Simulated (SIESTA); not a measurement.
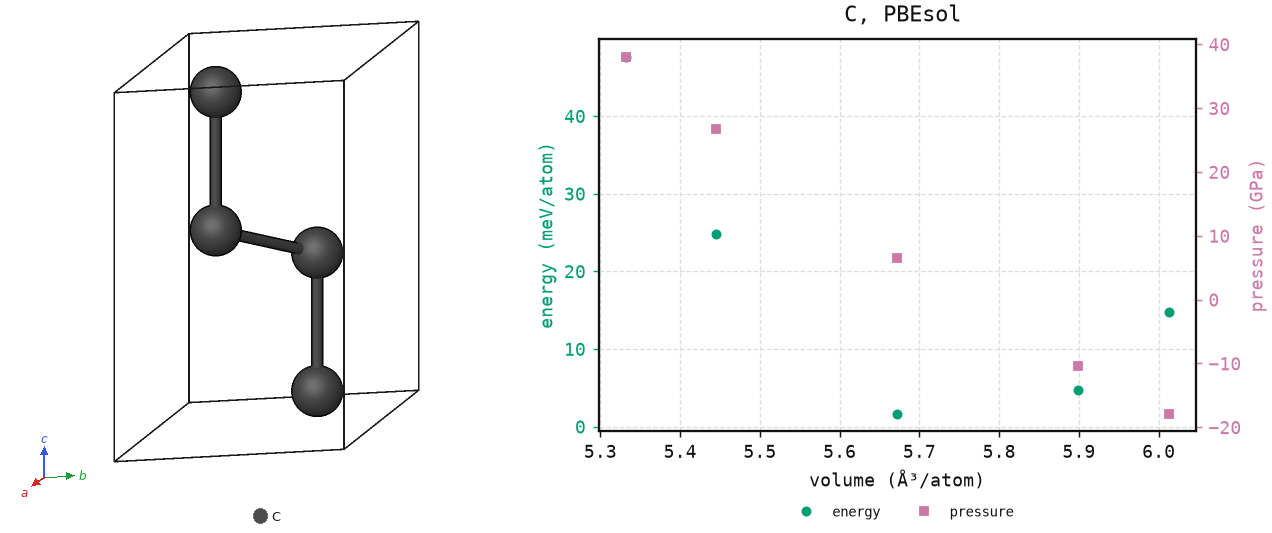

The figure shows the energy and pressure against volume for C, space group P6_3/mmc (No. 194). The conventional cell is drawn beside the plot.

The given structure:
```
C
1.0
     2.52210    0.00000    0.00000
    -1.26105    2.18420    0.00000
     0.00000    0.00000    4.11860
C
4
Direct
  0.66667 0.33333 0.93750
  0.33333 0.66667 0.43750
  0.66667 0.33333 0.56250
  0.33333 0.66667 0.06250
```

Method: DFT in numerical atomic orbitals with pseudopotentials, no spin polarisation; energies at scaled volumes of the given cell, shape and fractions fixed, counted from the fit's minimum, third-order Birch-Murnaghan fit (SIESTA 5.4.2). Level: PBEsol.

```
         setting                                                                     value
          k mesh                                                                   12×12×7
     occupations                                                               Fermi–Dirac
  smearing width                                                                   0.05 eV
      potentials  PseudoDojo 0.4 standard, converted to PSML, two zetas on semicore shells
program settings                                             basis DZP, mesh cutoff 500 Ry
```

The points at volume 5.5587 Å³/atom and 5.7856 Å³/atom are left out of the plot. What values does the calculation give there?

```json
{"volume (Å³/atom)": "5.5587", "energy (meV/atom)": "9.67", "pressure (GPa)": "16.19"}
{"volume (Å³/atom)": "5.7856", "energy (meV/atom)": "0.22", "pressure (GPa)": "-2.29"}
```

Keep in mind: mulliken charges of long orbitals; shape and atomic fractions are frozen while scaling, which makes layered, chain and framework solids too stiff.
